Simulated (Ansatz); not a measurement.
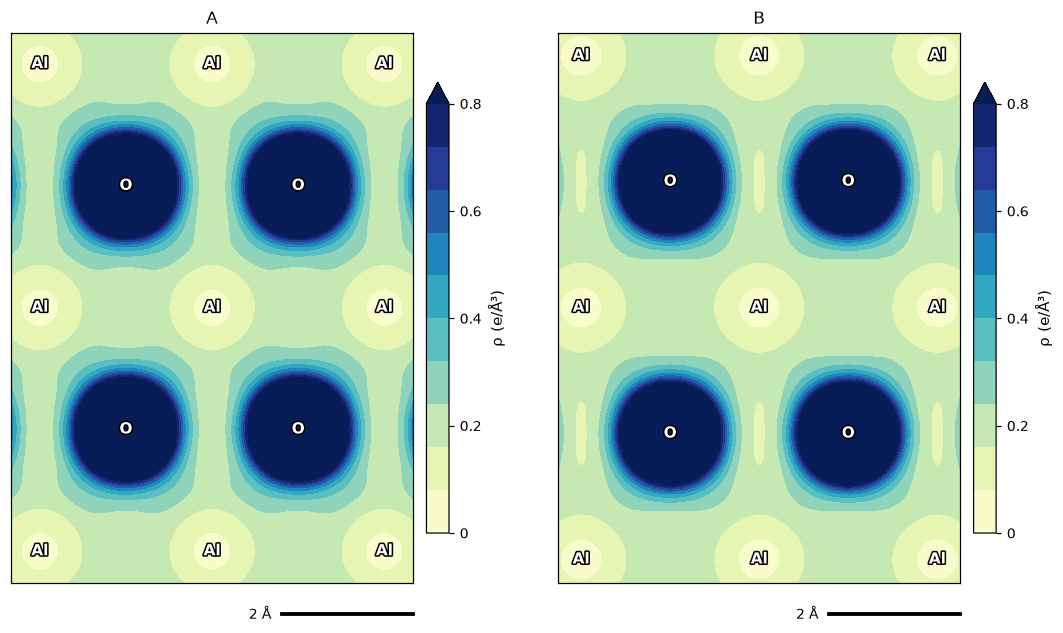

AlO. The valence charge density (pseudo) of two cells that differ in size, on the (11̄0) plane of each (indices in the axes of the calculation cell), at one length scale and on one colour scale; one has 9.0 and the other 9.9 Å³ an atom.

Space group Pm-3m; a generated structure, not necessarily the stable one.

Computed with Kohn-Sham DFT of a periodic cell, PBE, Ansatz PAW in Ansatz 0.2.0.

In a PAW calculation such maps are meaningful between the atoms, not at the nuclei.

> Which is the denser cell? Describe the effect of the change.

Panel A is the smaller cell, by 9 % in volume. From the larger cell to the smaller, Al–O goes from 2.34 to 2.27 Å, and the density at its midpoint from 0.28 to 0.32 e/Å³; the pressure goes from 10 to 30 GPa.
